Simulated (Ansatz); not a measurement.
# Band-structure calculation, with input and output: WS2

- system: WS2 (R3m, 3 atoms in the cell)
- method: DFT, LDA, PAW with Ansatz's default frozen-core files, scalar-relativistic, no spin polarisation (Ansatz 0.2.0)

The structure derives from an entry of the Crystallography Open Database. It belongs to a series of runs on one base structure; here: PAW files in place of LAPW. Figures and captions count atoms from 1; the log counts them from 0 in places.

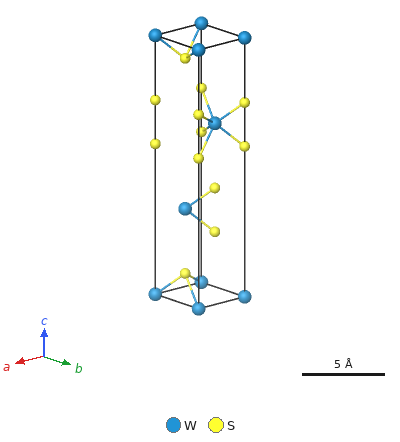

Fig. 1: The structure as given in the input (ball-and-stick view of the cell 3 times as large as that of the calculation, set on its symmetry axes, seen at an oblique angle). An atom can appear more than once, as a periodic image.

## The input
```yaml
crystal:
  lattice:
    - [1.5790003843, 0.9116362969, 6.16333]
    - [-1.5790003843, 0.9116362969, 6.16333]
    - [0.0, -1.8232725938, 6.16333]
  atoms:
    - { symbol: W, position: [0.0, 0.0, 0.0] }
    - { symbol: S, position: [0.7503, 0.7503, 0.7503] }
    - { symbol: S, position: [0.581, 0.581, 0.581] }
kpoints:
  mp_grid: { grid: [13, 13, 13] }
  band_path:
    path:
      - [0.0, 0.0, 0.0]
      - [0.5, 0.5, 0.5]
      - [0.8187478403, 0.1812521597, 0.5]
      - [0.5, -0.1812521597, 0.1812521597]
      - [0.5, 0.0, 0.0]
      - [0.0, 0.0, 0.0]
      - [0.3406260799, -0.3406260799, 0.0]
      - [0.6593739201, 0.0, 0.3406260799]
      - [0.5, 0.0, 0.5]
    npoints: 14
scf:
  occupations: { method: fermi_dirac, width: 0.08 }
hamiltonian:
  xc: lda
  pseudopotentials: { kind: paw }
output:
  forces: true
  stress: true
  eigenvalues: true
  efg: { contact_densities: true }
  populations: true
  bader: true
  dos: { projected: true, de: 0.2, e_range: [-14, 8] }
  write_density: true
  write_potential: true
  elf: true
  volumetric_format: npy
```

Hardware: 1 thread of Intel Xeon (Sapphire Rapids), 64 GiB of memory available, shared host.

Launched with:
```bash
ansatz run input.yaml --threads 1 --pin off --max-ram 6144MiB --backend cpu --events-out ev --progress --plain --runs-dir out
```

## Output
```
basis.fft_grid_basis auto: the FFT boxes are laid along the combinations [[1, -1, 0], [0, 1, 0], [0, -1, 1]] of the cell's own vectors, 3.158, 6.427 and 3.158 Å long. The dense box has 24×45×24 points. Along the cell's own vectors, as sized, it would have 45×45×45, 3.52 times as many. Of the 6 symmetry operations that the crystal satisfies within crystal.symmetry.tolerance (time reversal apart; of a slab, those that keep its plane) the dense box along the cell's own vectors carries 6, and the one as laid loses 4 of those. basis.fft_grid_basis: typed keeps the cell's own vectors: state it where this run's energies or levels are differenced outside the engine with another run's, or held beside a run that keeps those vectors. Those combinations have planes normal to reciprocal vector 3, as the cell's own vectors have. Each planar average written beside output.write_density, output.write_potential has a row for each plane of the box: 24. The volumetric files lie along those combinations, not along the cell's own vectors: a cube or XSF file states them, and fields.json those of NumPy files.
W: output.efg is read without spin–orbit coupling, which moves field gradients at and beside such atoms by some per cent and up to a factor of two; PAW files take it under magnetization.noncollinear and magnetization.spin_orbit
Engine: ansatz 0.2.0, x86_64-unknown-linux-gnu
Pseudopotentials: kind: paw
Pseudopotential: W, paw, valence charge 14, recommended cutoff 420 eV (normal), W.paw.azcp
Pseudopotential: S, paw, valence charge 6, recommended cutoff 420 eV (normal), S.paw.azcp
Functional definition: SPW92
  exchange = slater_x
  correlation = pw_c
Crystal: 3 atoms, lattice volume = 53.232 Å³
Basis set: ecut = 420 eV, 1011 PW (Γ), FFT grids on a1−a2, a2, −a2+a3
Bands: 17, of which v1, the nominal top of the filled ones, is band 13 counted from 1 (12 counted from 0)
Symmetry: 6 space group operations
Space group: R3m (ITA 160), of the structure as read, at distance tolerance 3.8e-5 Å
k-points: 231 of 2197 (time reversal used)
Non-local potential: W, projectors of the file, l = 0: 3, l = 1: 2, l = 2: 2, l = 3: 1
Non-local potential: S, projectors of the file, l = 0: 2, l = 1: 2, l = 2: 2
PAW form: soft (Blöchl's): semilocal exchange-correlation on the pseudo side does not see the compensation charge
PAW frozen core: W, regenerated for the run's functional, and the local potential with it (the file was generated under x = pbe(κ = 0.804, μ = 0.2195149727645171), c = pbe(β = 0.06672455060314922))
PAW frozen core: S, regenerated for the run's functional, and the local potential with it (the file was generated under x = pbe(κ = 0.804, μ = 0.2195149727645171), c = pbe(β = 0.06672455060314922))
PAW one-centre angular grid: W, 590 points (default); XC on 64 Gauss nodes
PAW one-centre angular grid: S, 110 points (default); XC on 64 Gauss nodes
Initial density: superposition of atomic densities (neutral atoms: chi_scale 0, normalization atom), corrected by the library's trained network
Initial wavefunctions: pseudopotential atomic-orbital guess
Functional: x = slater, c = lda
SCF iter   1: F=—  HF=-11871.678911 eV  |F-HF|=—  |Δ(HF+E_count)|=         —  Δρ=1.00e-2  dr2=8.48e-2  ethr=1.77e-3  ⟨swp⟩=5.7  Hψ=21755  notcnv=0
preconditioner: auto → none  [insulator: Δε(μ)=1.000 eV  Ē_g=8.715 eV  σ=0.080 eV  W_gap=0.99  n_scr=16 (ndim 8)  ℏωp=21.6 eV  f_vac=0.015  D(μ)=0.00/eV (n_scr^D=0)  ε∞_Penn≈7.1]
SCF iter   2: F=—  HF=-11871.706213 eV  |F-HF|=—  |Δ(HF+E_count)|=   2.73e-2  Δρ=1.17e-2  dr2=2.53e-1  ethr=3.26e-4  ⟨swp⟩=3.7  Hψ=9521  notcnv=0  recentre
SCF iter   3: F=—  HF=-11871.666317 eV  |F-HF|=—  |Δ(HF+E_count)|=   3.99e-2  Δρ=4.43e-3  dr2=8.03e-3  ethr=3.26e-4  ⟨swp⟩=2.8  Hψ=6715  notcnv=0
SCF iter   4: F=—  HF=-11871.665656 eV  |F-HF|=—  |Δ(HF+E_count)|=   6.61e-4  Δρ=9.75e-4  dr2=2.17e-4  ethr=3.09e-5  ⟨swp⟩=1.8  Hψ=5234  notcnv=0
SCF iter   5: F=—  HF=-11871.665683 eV  |F-HF|=—  |Δ(HF+E_count)|=   2.64e-5  Δρ=1.76e-4  dr2=3.47e-5  ethr=8.34e-7  ⟨swp⟩=2.0  Hψ=5612  notcnv=0
SCF iter   6: F=—  HF=-11871.665675 eV  |F-HF|=—  |Δ(HF+E_count)|=   7.05e-6  Δρ=1.07e-4  dr2=2.57e-6  ethr=1.34e-7  ⟨swp⟩=2.0  Hψ=5319  notcnv=0
SCF iter   7: F=—  HF=-11871.665676 eV  |F-HF|=—  |Δ(HF+E_count)|=   1.37e-7  Δρ=2.14e-5  dr2=2.01e-7  ethr=9.87e-9  ⟨swp⟩=2.0  Hψ=5920  notcnv=0
SCF iter   8: F=-11871.665676 eV  HF=-11871.665676 eV  |F-HF|=1.81e-8  |Δ(HF+E_count)|=   3.20e-8  Δρ=7.08e-6  dr2=2.76e-8  ethr=3.85e-10  ⟨swp⟩=9.3  Hψ=25773  notcnv=0
SCF 1 converged in 8 iterations: F = -11871.665676 eV  dr2 = 2.76e-8
  greatest PAW one-centre occupation: 1.000 electrons in one spin orbital (limit 2), on the W atom at site 0 (counted from 0), in its partial waves of l = 0
NSCF: frozen V_eff on 113 k-points
SCF converged after 8 iterations
Free energy (F): -11871.665676 eV
Harris-Foulkes:  -11871.665676 eV  (|F-HF|=1.81e-8)
Internal energy: -11871.665637 eV  (E = F + TS)
E sigma→0 (E₀):  -11871.665656 eV
Entropy (-TS):   -0.000039 eV (-0.013 meV/atom)
Fermi energy:    11.892265 eV
--- Per-component energies (eV) ---
  E_band       = -192.926832
  E_kinetic    = 668.005441
  E_local      = -1766.527821  (includes V_loc(G=0)·N_el)
  E_nonlocal   = 65.204723
  E_hartree    = 699.040039
  E_xc         = -458.961273
  E_vxc        = -416.219220  (∫ρ·V_xc dr)
  E_paw        = -9447.336225  (= ΣΔE_a)
  E_vpaw       = -141.467076  (= ΣTr[D̂ρ^β])
  E_aug_tail   = -0.000068  (compensation charges beyond the density's cutoff)
  E_ewald      = -1631.680002
  E_core_change = 0.589548  (= ΣΔE_core)
  E_smearing   = -0.000039  (= −TS)
  E_closure    = 0.000000  (closes the sum)
  Σ components = -11871.665676   (vs F -11871.665676, Δ=0.00e0)
--- Forces (eV/Å), atoms counted from 1 ---
  atom   1  W     -0.00000000    -0.00000000    -0.58478050
  atom   2  S     -0.00000000     0.00000000     0.01962790
  atom   3  S      0.00000000    -0.00000000     0.56514261
  max |Σ_I F_I| component: 9.99e-6 eV/Å
--- Stress (GPa, compression-positive) ---
       -3.808611       0.000000       0.000000
        0.000000      -3.808611      -0.000000
        0.000000      -0.000000      -3.332923
  P = ⅓ Tr σ = -3.6500 GPa (-36.500 kbar)
--- PAW observables at the nuclei: V_zz in 10²¹ V/m², potentials from the cell's mean, atoms counted from 1 ---
  atom   1  W  V_zz =   -17.560278   η = 0.0000   by run symmetry: allowed
            electrostatic potential = -14806.295376 V   contact ρ = 8788644.179694 e/Å³
  atom   2  S  V_zz =    -4.970271   η = 0.0000   by run symmetry: allowed
            electrostatic potential = -1638.809912 V   contact ρ = 19606.900764 e/Å³
  atom   3  S  V_zz =    -4.189687   η = 0.0000   by run symmetry: allowed
            electrostatic potential = -1638.778286 V   contact ρ = 19607.473020 e/Å³
--- Band table (eV; the first three rows and the last of 231) ---
  k-point 0: bands = ["-63.0705", "-27.3673", "-27.1795", "-27.1795", "-4.1291", "-2.1114", "3.8137", "7.9378", "7.9378", "9.1913", "9.1913", "9.9461", "10.2424", "13.6526", "13.6526", "14.0158", "14.0158"]
  k-point 1: bands = ["-63.0694", "-27.3634", "-27.2011", "-27.1845", "-4.0263", "-2.0824", "3.9403", "7.6793", "8.0385", "8.7894", "9.0306", "10.0296", "10.3334", "13.5396", "13.7445", "13.7805", "13.9848"]
  k-point 2: bands = ["-63.0664", "-27.3526", "-27.2602", "-27.1983", "-3.7303", "-1.9986", "4.2910", "7.0607", "8.0737", "8.3109", "8.6564", "9.9739", "10.2991", "13.0364", "13.6821", "13.7753", "14.3110"]
  k-point 230: bands = ["-63.0694", "-27.3635", "-27.2011", "-27.1845", "-3.7990", "-2.5097", "4.9976", "7.4415", "7.6663", "8.0213", "9.0644", "9.2374", "11.3004", "13.6488", "13.7371", "13.7989", "13.9864"]
--- Löwdin populations: 3 sites ---
  site symbol       q [e]
     0      W     13.5838
     1      S      6.0838
     2      S      6.0982
  spilling = 0.009008 (of n_electrons = 26.000000)
--- Bader charges: 3 sites ---
  site symbol  charge [e]  shift [e]
     0      W      1.2798     0.0054
     1      S     -0.6454     0.0029
     2      S     -0.6344     0.0025
  estimated error of the sums over rays = 2.6e-4 e
```

## File dos.tsv
```
# E-E_F[eV]	g_bin_mean(E)[states/eV]	N(E)
# format = ansatz-dos/2
# fermi_ev = 11.892265
# fermi_mp_grid = 13 13 13
# fermi_mp_shift = 0 0 0
# g_bin_mean(E): the states in a bin one row spacing wide, centred on E, divided by that spacing. States that the method places at a single energy (under output.dos.method: tetrahedron, those of a tetrahedron whose four corners have one energy) are counted whole in the row whose bin holds that energy (on the edge of two bins, in the lower row). The sum of g_bin_mean over a run of rows, times the row spacing, is the number of states from half a spacing under the first of them to half a spacing over the last (a plain sum, not the trapezoid rule).
-14.000000	2.171337e0	9.357437e0
-13.800000	3.279762e0	9.885980e0
-13.600000	3.948290e0	1.063589e1
-13.400000	4.240406e0	1.155475e1
-13.200000	5.320671e-1	1.200000e1
-13.000000	0.000000e0	1.200000e1
-12.800000	0.000000e0	1.200000e1
-12.600000	0.000000e0	1.200000e1
-12.400000	0.000000e0	1.200000e1
-12.200000	0.000000e0	1.200000e1
-12.000000	0.000000e0	1.200000e1
-11.800000	0.000000e0	1.200000e1
-11.600000	0.000000e0	1.200000e1
-11.400000	0.000000e0	1.200000e1
-11.200000	0.000000e0	1.200000e1
-11.000000	0.000000e0	1.200000e1
-10.800000	0.000000e0	1.200000e1
-10.600000	0.000000e0	1.200000e1
-10.400000	0.000000e0	1.200000e1
-10.200000	0.000000e0	1.200000e1
-10.000000	0.000000e0	1.200000e1
-9.800000	0.000000e0	1.200000e1
-9.600000	0.000000e0	1.200000e1
-9.400000	0.000000e0	1.200000e1
-9.200000	0.000000e0	1.200000e1
-9.000000	0.000000e0	1.200000e1
-8.800000	0.000000e0	1.200000e1
-8.600000	0.000000e0	1.200000e1
-8.400000	0.000000e0	1.200000e1
-8.200000	0.000000e0	1.200000e1
-8.000000	4.614249e-2	1.200131e1
-7.800000	1.481177e-1	1.202061e1
-7.600000	8.801356e-1	1.210520e1
-7.400000	1.315474e0	1.233983e1
-7.200000	1.649445e0	1.263037e1
-7.000000	3.198341e0	1.304950e1
-6.800000	1.867337e0	1.362841e1
-6.600000	2.147478e0	1.408242e1
-6.400000	2.011132e0	1.444632e1
-6.200000	1.337488e0	1.480594e1
-6.000000	1.082175e0	1.502534e1
-5.800000	1.584006e0	1.528627e1
-5.600000	2.929107e0	1.565846e1
-5.400000	4.089511e0	1.643518e1
-5.200000	1.845137e0	1.712087e1
-5.000000	1.099722e0	1.731220e1
-4.800000	1.965943e0	1.762155e1
-4.600000	3.928647e0	1.810524e1
-4.400000	3.332042e0	1.900242e1
-4.200000	1.802649e0	1.948134e1
-4.000000	1.446710e0	1.979520e1
-3.800000	1.997804e0	2.012209e1
-3.600000	1.571840e0	2.053862e1
-3.400000	2.560385e0	2.081705e1
-3.200000	4.138053e0	2.163961e1
-3.000000	2.999919e0	2.229251e1
-2.800000	2.622952e0	2.287493e1
-2.600000	2.410709e0	2.339486e1
-2.400000	1.143360e0	2.373709e1
-2.200000	1.393763e0	2.393305e1
-2.000000	3.297359e0	2.438441e1
-1.800000	2.371654e0	2.503706e1
-1.600000	1.704124e0	2.542662e1
-1.400000	1.028599e0	2.570012e1
-1.200000	5.937121e-1	2.587417e1
-1.000000	2.170713e-1	2.593184e1
-0.800000	1.469047e-1	2.596797e1
-0.600000	8.825945e-2	2.599147e1
-0.400000	6.791239e-3	2.600000e1
-0.200000	0.000000e0	2.600000e1
0.000000	0.000000e0	2.600000e1
0.200000	0.000000e0	2.600000e1
0.400000	0.000000e0	2.600000e1
0.600000	1.500225e-1	2.600074e1
0.800000	7.512318e-1	2.608141e1
1.000000	1.522040e0	2.631858e1
1.200000	2.124850e0	2.667821e1
1.400000	2.552180e0	2.716383e1
1.600000	4.465568e0	2.778833e1
1.800000	3.929368e0	2.873161e1
2.000000	3.266587e0	2.941041e1
2.200000	4.602706e0	3.027377e1
2.400000	2.391642e0	3.093913e1
2.600000	2.255946e0	3.136233e1
2.800000	2.282272e0	3.183357e1
3.000000	1.682149e0	3.225324e1
3.200000	6.452194e-1	3.245747e1
3.400000	1.603150e0	3.263292e1
3.600000	2.527428e0	3.310081e1
3.800000	1.494086e0	3.352215e1
4.000000	8.717876e-1	3.374167e1
4.200000	6.407089e-1	3.389213e1
4.400000	2.410413e-1	3.399198e1
4.600000	1.751398e-5	3.400000e1
4.800000	0.000000e0	3.400000e1
5.000000	0.000000e0	3.400000e1
5.200000	0.000000e0	3.400000e1
5.400000	0.000000e0	3.400000e1
5.600000	0.000000e0	3.400000e1
5.800000	0.000000e0	3.400000e1
6.000000	0.000000e0	3.400000e1
6.200000	0.000000e0	3.400000e1
6.400000	0.000000e0	3.400000e1
6.600000	0.000000e0	3.400000e1
6.800000	0.000000e0	3.400000e1
7.000000	0.000000e0	3.400000e1
7.200000	0.000000e0	3.400000e1
7.400000	0.000000e0	3.400000e1
7.600000	0.000000e0	3.400000e1
7.800000	0.000000e0	3.400000e1
8.000000	0.000000e0	3.400000e1
```

## File populations.tsv
```
# site	symbol	l	j	q
# orbitals = lowdin
# n_electrons = 26.000000
# spilling = 0.009008
0	W	0_5S	-	1.976472
0	W	0_6S	-	0.605869
0	W	1_5P	-	5.995771
0	W	2_5D	-	5.005734
1	S	0_3S	-	1.771859
1	S	1_3P	-	4.311906
2	S	0_3S	-	1.783950
2	S	1_3P	-	4.314235
```

## File v_z.tsv
```
# z_ang	v_es[eV]	v_tot[eV]
# format = ansatz-planar-average/11
# xc	lda
# density_cutoff_ev	1680
# datasets	W=:simpson_from_first_knot:soft:shift=-1894177	S=:simpson_from_first_knot:soft:shift=-1176600
# lattice	1.579000384	0.911636297	6.163330000
# lattice	-1.579000384	0.911636297	6.163330000
# lattice	0.000000000	-1.823272594	6.163330000
# sites	3
# site	74	0.000000000	0.000000000	0.000000000
# site	16	0.000000000	0.000000000	13.873039497
# site	16	0.000000000	0.000000000	10.742684190
0.000000	3.308701e0	-8.642022e0
0.267807	4.324944e0	-7.239315e0
0.535613	5.362645e0	-5.783081e0
0.803420	6.418676e0	-4.303112e0
1.071227	7.506484e0	-2.822276e0
1.339033	8.566705e0	-1.444205e0
1.606840	9.476279e0	-3.326617e-1
1.874647	1.004406e1	2.982769e-1
2.142453	1.012272e1	3.021440e-1
2.410260	9.726022e0	-2.919963e-1
2.678067	9.015111e0	-1.304585e0
2.945873	8.111434e0	-2.586031e0
3.213680	7.042876e0	-4.061893e0
3.481487	5.878301e0	-5.615013e0
3.749293	4.754526e0	-7.083514e0
4.017100	3.774446e0	-8.362080e0
4.284907	2.921144e0	-9.469292e0
4.552714	2.181461e0	-1.041636e1
4.820520	1.628486e0	-1.112556e1
5.088327	1.329744e0	-1.151555e1
5.356134	1.269803e0	-1.157829e1
5.623940	1.408904e0	-1.133979e1
5.891747	1.769930e0	-1.078561e1
6.159554	2.412114e0	-9.873362e0
```

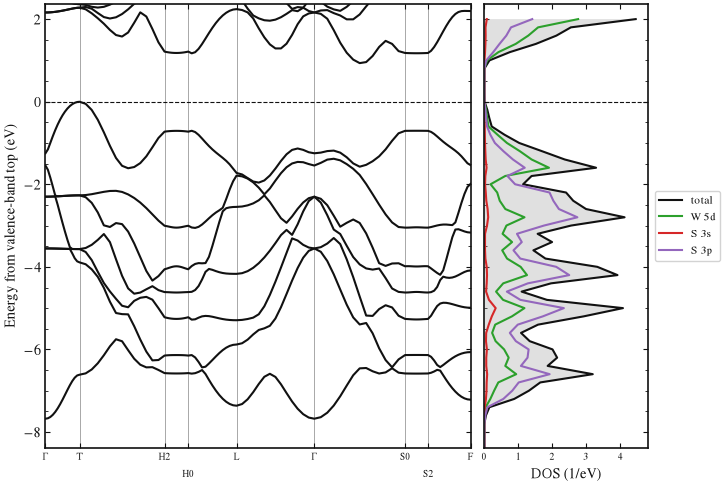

Fig. 2: Band structure along Γ–T–H2–H0–L–Γ–S0–S2–F and density of states (projected on Löwdin-orthogonalised atomic shells), with energies from the valence-band top. There is a gap of 0.94 eV on this path, indirect, from T to between Γ and S0.

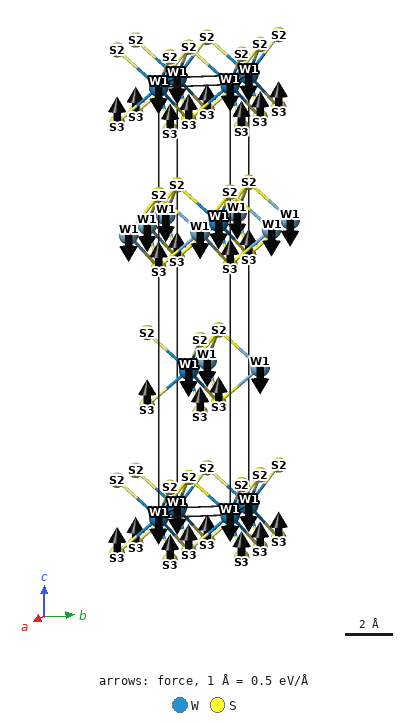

Fig. 3: Forces on the atoms as black arrows (ball-and-stick view of the cell 3 times as large as that of the calculation, set on its symmetry axes, seen slightly off an axis; neighbours outside the cell are drawn fainter; atoms are numbered from 1 in the order of the input); the smallest are left out. The largest act on W1 (0.58 eV/Å); S3 (0.57 eV/Å). The geometry is not a stationary point of this energy.

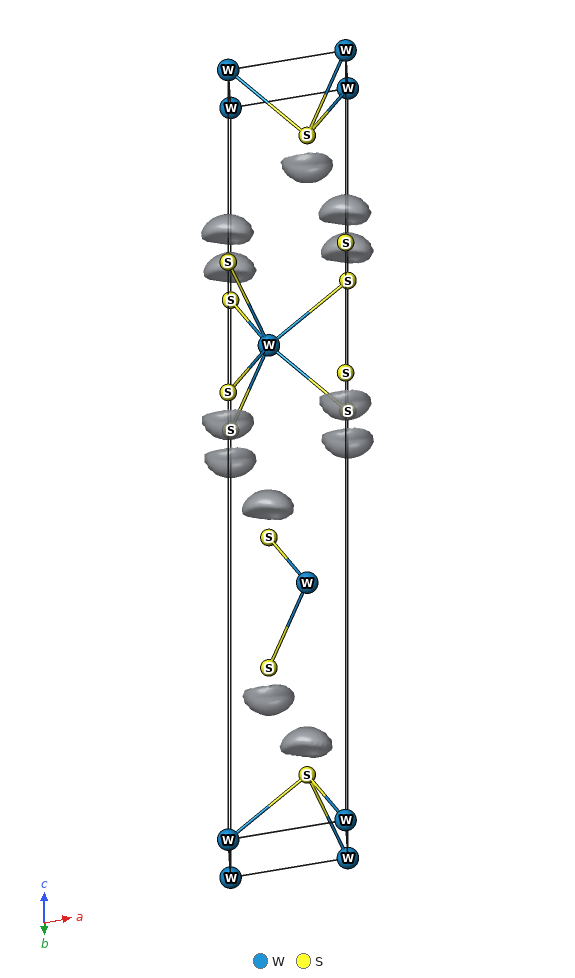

Fig. 4: Isosurface of the electron localisation function at 0.9 (grey), seen at an oblique angle. Core shells and regions of very low density are left out. Sticks mark near contacts. The outline is the cell set on symmetry axes. Along the contacts the grid gives the following. W–S (2.39 Å): the ELF is about 0.50 at the midpoint. The fields are those of the smooth PAW valence density.

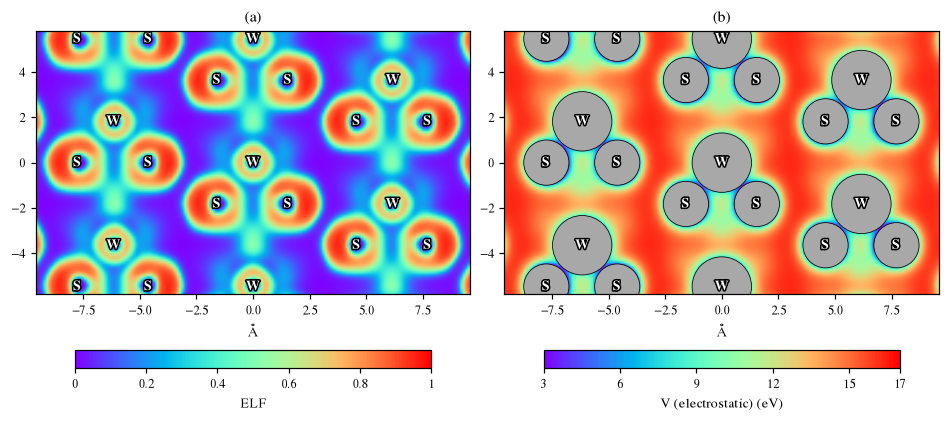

Fig. 5: (a) electron localisation function; (b) electrostatic potential energy of an electron on the (110) plane of the conventional cell. Grey discs, where drawn, cover atomic cores. Atoms in the plane: W and S. W–S (2.39 Å): the ELF is about 0.50 at the midpoint. The ELF has a maximum of about 0.50 in the space between the atoms. The strong features right at W lie inside the PAW spheres (semicore, d or f shells) and say nothing about bonding. Outside the cores the potential energy rises away from the atoms and is highest about 2.3 Å from the nearest atoms; outside the discs it spans about 13 eV, and its zero is arbitrary.

## Key numbers

- outcome: converged
- space group (tolerance 0.01 Å): R3m (160)
- electrons treated: 26
- free energy: −11871.6657 eV
- Fermi energy: 11.892 eV
- pressure: −3.65 GPa
- field gradient V_zz (10²¹ V/m²): W −17.56, S −4.97, S −4.19
- electronic character: gap of 0.94 eV
- largest force (length of the vector): 0.585 eV/Å
- wall time: 48 s
- peak memory: 0.6 GiB

## Notes

Warnings of the run: the field gradients leave out spin–orbit coupling. Spin–orbit coupling is left out, which matters for W.
